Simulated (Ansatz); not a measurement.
# Zn8O7 (cell charge +1, with a compensating background) (cell with a defect): what the fields show

The calculation's input:

```
crystal:
  lattice:
    - [0.0, 0.0, -5.2932332175]
    - [-6.5587815918, 1.0e-10, 0.0]
    - [3.2793907959, 5.6800714763, 0.0]
  atoms:
    - { symbol: Zn, position: [0.4549693899, 0.3333333333, 0.1666666667], spin: 0.25 }
    - { symbol: Zn, position: [0.5037412962, 0.8340595689, 0.1681191379] }
    - { symbol: Zn, position: [0.5037412962, 0.3318808621, 0.6659404311] }
    - { symbol: Zn, position: [0.5037412962, 0.8340595689, 0.6659404311] }
    - { symbol: Zn, position: [1.0062660009, 0.6445974614, 0.3222987307], spin: 0.25 }
    - { symbol: Zn, position: [1.0062660009, 0.1777012693, 0.3222987307], spin: 0.25 }
    - { symbol: Zn, position: [1.0030561007, 0.6666666667, 0.8333333333] }
    - { symbol: Zn, position: [1.0062660009, 0.1777012693, 0.8554025386], spin: 0.25 }
    - { symbol: O, position: [0.1200332356, 0.8352911499, 0.1705822999] }
    - { symbol: O, position: [0.1200332356, 0.3294177001, 0.6647088501] }
    - { symbol: O, position: [0.1200332356, 0.8352911499, 0.6647088501] }
    - { symbol: O, position: [0.6223500876, 0.6578162833, 0.3289081416] }
    - { symbol: O, position: [0.6223500876, 0.1710918584, 0.3289081416] }
    - { symbol: O, position: [0.6220282381, 0.6666666667, 0.8333333333] }
    - { symbol: O, position: [0.6223500876, 0.1710918584, 0.8421837167] }
  host:
    lattice:
      - [3.2793907959, 0.0, 0.0]
      - [-1.6396953979, 2.8400357382, 0.0]
      - [0.0, 0.0, 5.2932332175]
    atoms:
      - { symbol: Zn, position: [0.6666666667, 0.3333333333, 0.5006044103] }
      - { symbol: Zn, position: [0.3333333333, 0.6666666667, 0.0006044103] }
      - { symbol: O, position: [0.6666666667, 0.3333333333, 0.8797055897] }
      - { symbol: O, position: [0.3333333333, 0.6666666667, 0.3797055897] }
total_charge: 1
basis:
  ecutwfc: 420
  xc_grid: 2
kpoints:
  mp_grid: { grid: [3, 3, 3], shift: [0.0, 0.0, 0.0] }
hamiltonian:
  xc: pbe
scf:
  occupations: { method: gaussian, width: 0.01 }
output:
  forces: true
  stress: false
  eigenvalues: true
  populations: true
  charged_corrections:
    defect_position: [0.12029441, 0.33333333, 0.16666667]
    epsilon: [[10.5527, 0.0, 0.0], [0.0, 10.5527, 0.0], [0.0, 0.0, 11.5861]]
  write_density: true
  write_potential: true
  elf: true
  volumetric_format: npy
magnetization:
  spin_polarized: true
relax:
  adjacent_minimum: "off"
  f_tol: 0.025
  max_steps: 45
```

Launched as:

```sh
ansatz run input.yaml --threads 4 --pin off --max-ram 10240MiB --backend cpu --events-out ev --progress --plain --runs-dir out
```

The fields are those of the relaxed geometry.

Spin-polarised.

Level of theory: DFT PBE, scalar-relativistic, plane waves, PAW in Ansatz 0.2.0.

The density is the valence pseudo-density of a PAW calculation; it isn't the true density close to the nuclei.

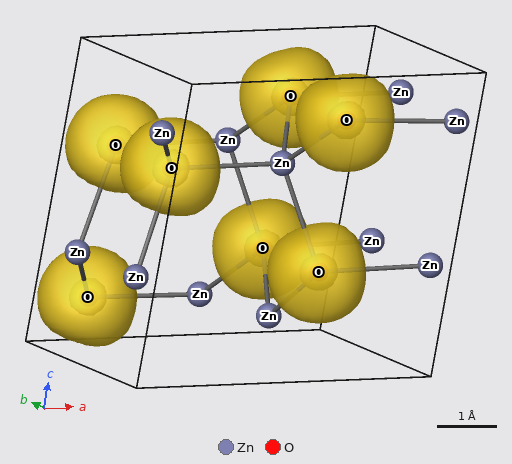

Figure 1. Isosurface of the ELF at 0.65 (yellow), seen slightly off an axis. Only the valence region is drawn (cores and ρ < 0.01 e/Å³ removed). Sticks mark near contacts.

> What do the ELF domains correspond to?

The ELF exceeds this value in seven regions wrapped around O (the valence shell of each), counted in one cell of 15 atoms. Any copies at cell faces, edges or corners count once. Profiles from the grid: Zn–O (1.94 Å): the ELF peaks at about 0.85 in the valence shell of O, 0.6 Å from its nucleus, and is about 0.25 at the midpoint (no shared electron pair shows on this line). Zn–O (1.98 Å): the ELF peaks at about 0.85 in the valence shell of O, 0.6 Å from its nucleus, and is about 0.25 at the midpoint: no shared electron pair shows on this line.

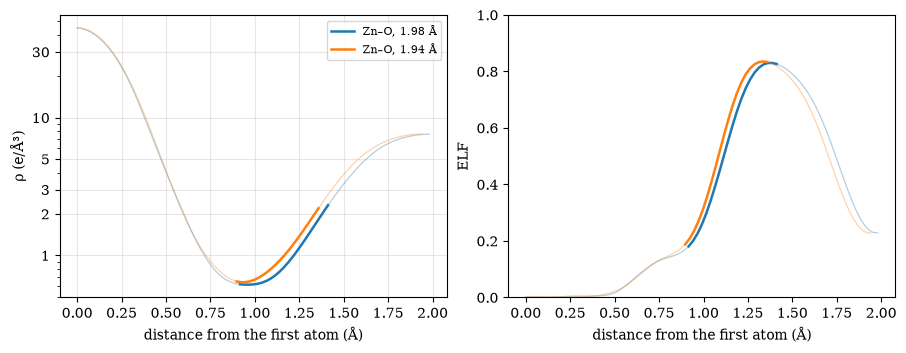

Figure 2. Valence electron density and ELF along straight lines between neighbouring atoms. Thin, pale parts lie inside the atomic spheres.

> What can be read from the curves?

Zn–O (1.98 Å): the density is about 0.62 e/Å³ at the midpoint; the ELF peaks at about 0.85 in the valence shell of O, 0.6 Å from its nucleus, and is about 0.25 at the midpoint; no shared electron pair shows on this line.
Zn–O (1.94 Å): ρ is about 0.65 e/Å³ halfway; the ELF peaks at about 0.85 in the valence shell of O, 0.6 Å from its nucleus, and is about 0.25 at the midpoint: no localised pair shows between them.

> Does the calculation give a band gap?

It is gapless in this calculation (a metal or semimetal).
